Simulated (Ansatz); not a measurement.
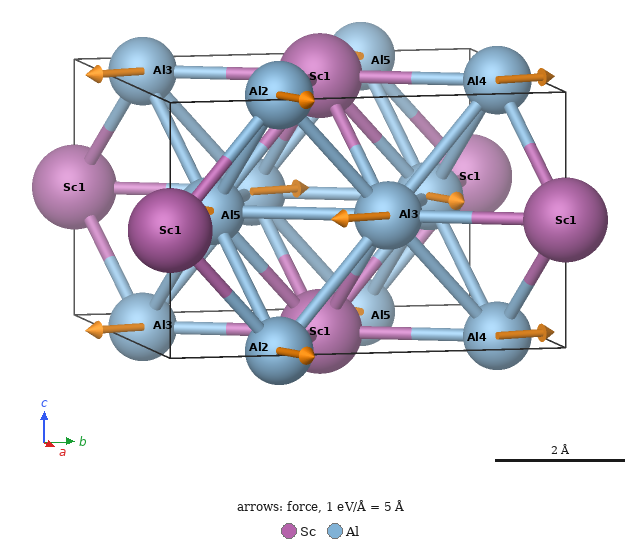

Starting geometry of solid ScAl$_{4}$ (a generated structure, set up in I4/m) (coarse preliminary run) with the computed forces as orange arrows. The picture is a ball-and-stick view of the conventional cell (2 times the calculation's cell), seen slightly off an axis. Lengths and directions refer to the drawn axes.

Level of theory: Ansatz, DFT PBE, scalar-relativistic, plane waves, PAW. Set-up: plane-wave cutoff 420 eV; k-point mesh 6 × 6 × 6; occupations gaussian; smearing width 0.1 eV; no spin polarisation; cell and atoms relaxed; force threshold 0.04 eV/Å; at most 70 steps.

Q: Is this structure relaxed? If not, where do the atoms go?

A: It isn't relaxed: the largest force vector, on Al atoms, is 0.21 eV/Å. The final displacements follow the starting forces only in part (cosine between the two patterns 0.75). The largest moves relative to the cell, 0.030 Å, are those of Al2, Al3, Al4 and Al5. Al4 goes along [−2 1 0]. Sc stays in place. Cell: a = b 6.349 → 6.668 Å (+5.0 %), c 4.016 → 3.988 Å (−0.7 %). Volume +9.6 %. Near-neighbour distances that change, for instance: Al2–Al3 2.839 → 3.010 Å, Sc1–Al2 2.839 → 2.984 Å, Al2–Al5 2.839 → 2.936 Å, Sc1–Al2 (another image) 2.839 → 2.917 Å. The space group stays I4/m (No. 87). Over 3 accepted moves (4 points after the start) the energy falls by 0.251 eV per cell of the calculation. Largest force component: 0.2 eV/Å at the start, 0.014 eV/Å at the end. Pressure: 8.62 GPa at the start and 0.00 GPa at the end. At 1 point the geometry stayed and the basis and grid were re-selected for the new cell (energy shift of 5.1 meV per cell of the calculation at most each time).
